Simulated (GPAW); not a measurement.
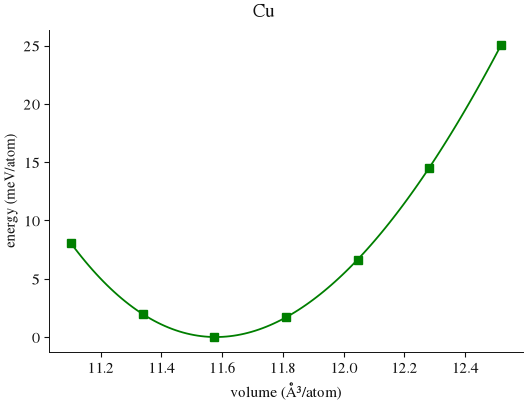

The plot gives the computed energy against volume for Cu, space group Fm-3m (No. 225).

Starting cell:
```cif
data_structure
_symmetry_space_group_name_H-M 'P 1'
_symmetry_Int_Tables_number 1
_cell_length_a 2.5562
_cell_length_b 2.5562
_cell_length_c 2.5562
_cell_angle_alpha 60.000
_cell_angle_beta 60.000
_cell_angle_gamma 60.000
_cell_volume 11.81
loop_
_atom_site_label
_atom_site_type_symbol
_atom_site_fract_x
_atom_site_fract_y
_atom_site_fract_z
_atom_site_occupancy
Cu1 Cu 0.00000 0.00000 0.00000 1
```

Calculation (GPAW 26.7.0): PAW DFT in plane waves, on a grid or in atomic orbitals, no spin polarisation; energies at scaled volumes of the given cell, shape and fractions fixed, counted from the fit's minimum, third-order Birch-Murnaghan fit. Level: M06-L.

| setting | value |
| --- | --- |
| k mesh | 13×13×13 |
| occupations | Fermi–Dirac |
| smearing width | 0.05 eV |
| potentials | GPAW PAW data sets (gpaw data 1.2.1) |
| wave cutoff | 600 eV |
| program settings | basis pw |

This calculation gives: equilibrium volume 11.58 Å³/atom and bulk modulus 122 GPa.

Now the level changes from M06-L to r2SCAN. What happens?

The equilibrium volume hardly changes (11.58 and 11.57 Å³/atom) and the bulk modulus rises from 122 to 162 GPa (+33 %).

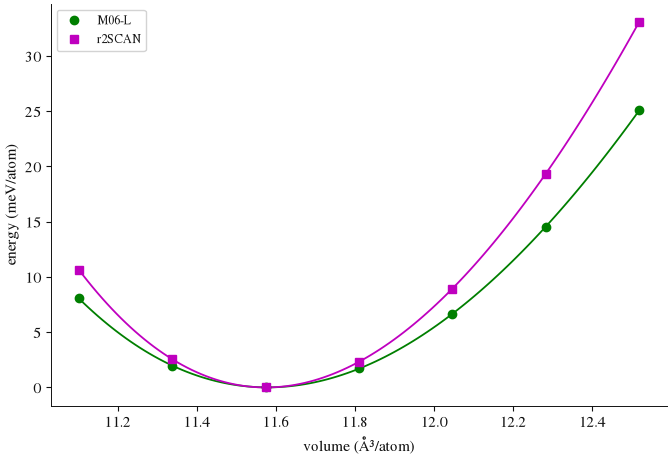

The two results together.

For both, limits of the calculation: the fit and the printed pressures don't fully agree, or the minimum lies near the end of the range.

V0 and the bulk modulus come from third-order Birch–Murnaghan fits.
